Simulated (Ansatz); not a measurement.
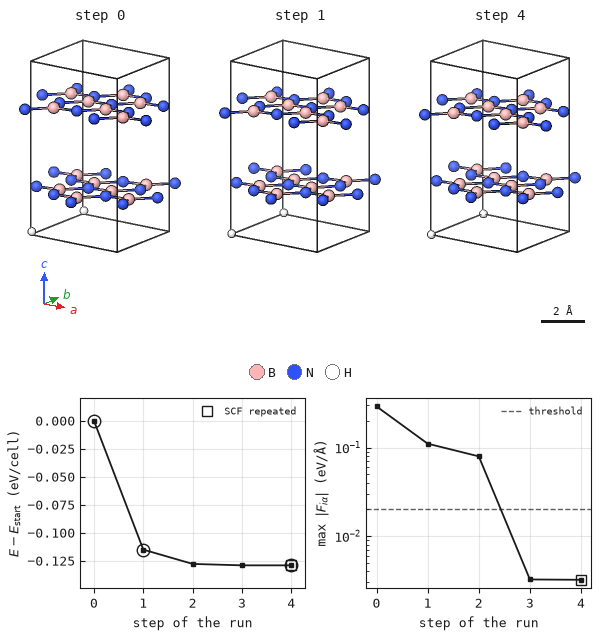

Frames of a relaxation of a defect cell of composition B₁₄HN₁₄, marked on the history of the run. A ball-and-stick model of the cell of the calculation, seen slightly off an axis.

Case: H interstitial, charge +0, atoms relaxed.

Computed with Ansatz 0.2.0, DFT PBE, scalar-relativistic, plane waves, PAW.

Input
```yaml
crystal:
  lattice:
    - [6.2804528854, -2.1756126984, 0.0]
    - [-5.0243623083, -4.3512253968, 0.0]
    - [0.0, 0.0, -8.3431560662]
  atoms:
    - { symbol: B, position: [0.0952380952, 0.619047619, 0.75] }
    - { symbol: B, position: [0.380952381, 0.4761904762, 0.75] }
    - { symbol: B, position: [0.9523809524, 0.1904761905, 0.75] }
    - { symbol: B, position: [0.6666666667, 0.3333333333, 0.75] }
    - { symbol: B, position: [0.2380952381, 0.0476190476, 0.75] }
    - { symbol: B, position: [0.8095238095, 0.7619047619, 0.75] }
    - { symbol: B, position: [0.5238095238, 0.9047619048, 0.75] }
    - { symbol: B, position: [0.3333333333, 0.6666666667, 0.25] }
    - { symbol: B, position: [0.619047619, 0.5238095238, 0.25] }
    - { symbol: B, position: [0.1904761905, 0.2380952381, 0.25] }
    - { symbol: B, position: [0.9047619048, 0.380952381, 0.25] }
    - { symbol: B, position: [0.4761904762, 0.0952380952, 0.25] }
    - { symbol: B, position: [0.0476190476, 0.8095238095, 0.25] }
    - { symbol: B, position: [0.7619047619, 0.9523809524, 0.25] }
    - { symbol: "N", position: [0.0952380952, 0.619047619, 0.25] }
    - { symbol: "N", position: [0.380952381, 0.4761904762, 0.25] }
    - { symbol: "N", position: [0.9523809524, 0.1904761905, 0.25] }
    - { symbol: "N", position: [0.6666666667, 0.3333333333, 0.25] }
    - { symbol: "N", position: [0.2380952381, 0.0476190476, 0.25] }
    - { symbol: "N", position: [0.8095238095, 0.7619047619, 0.25] }
    - { symbol: "N", position: [0.5238095238, 0.9047619048, 0.25] }
    - { symbol: "N", position: [0.3333333333, 0.6666666667, 0.75] }
    - { symbol: "N", position: [0.619047619, 0.5238095238, 0.75] }
    - { symbol: "N", position: [0.1904761905, 0.2380952381, 0.75] }
    - { symbol: "N", position: [0.9047619048, 0.380952381, 0.75] }
    - { symbol: "N", position: [0.4761904762, 0.0952380952, 0.75] }
    - { symbol: "N", position: [0.0476190476, 0.8095238095, 0.75] }
    - { symbol: "N", position: [0.7619047619, 0.9523809524, 0.75] }
    - { symbol: H, position: [0.0133601385, -0.0010305577, 0.019073164], spin: 1.0 }
basis:
  ecutwfc: 420
  xc_grid: 2
kpoints:
  mp_grid: { grid: [2, 2, 2], shift: [0.0, 0.0, 0.0] }
hamiltonian:
  xc: pbe
scf:
  occupations: { method: gaussian, width: 0.02 }
output:
  forces: true
  stress: false
  eigenvalues: true
  populations: true
  write_density: true
  write_potential: true
  elf: true
  volumetric_format: npy
magnetization:
  spin_polarized: true
relax:
  adjacent_minimum: "off"
  f_tol: 0.02
  max_steps: 60
```

Run as
```bash
ansatz run input.yaml --threads 4 --pin off --max-ram 10240MiB --backend cpu --events-out ev --progress --plain --runs-dir out
```

What happens along the run?

Answer. The energy falls by 0.129 eV per cell of the calculation in 3 accepted moves (4 points after the start). The largest force component goes from 0.29 to 0.0032 eV/Å. 1 step only repeated the SCF at the same geometry. The largest moves, 0.27 Å, are those of N19 and N20. N19 goes along +c. By element the largest moves are N 0.27 Å, B 0.26 Å, H 0.16 Å. The cell stays as it was. The run took 41 s on 4 threads of Arm Neoverse V2 (shared host), peak memory 1.1 GiB. From step 0 to 1: N atoms move most (0.19 Å), energy −0.115 eV per cell of the calculation. From step 1 to 4: B atoms move most (0.09 Å), energy −14.0 meV per cell of the calculation.

```csv
step,"E − E(0), meV/atom","largest force component, eV/Å",note
0,0.00,0.2921,
1,-3.96,0.1108,
2,-4.40,0.0797,
3,-4.45,0.0032,
4,-4.45,0.0032,"same geometry, SCF repeated"
```

Limits of the set-up: the periodic images lie only 6.6 Å apart, so the values are limited by the cell's size.
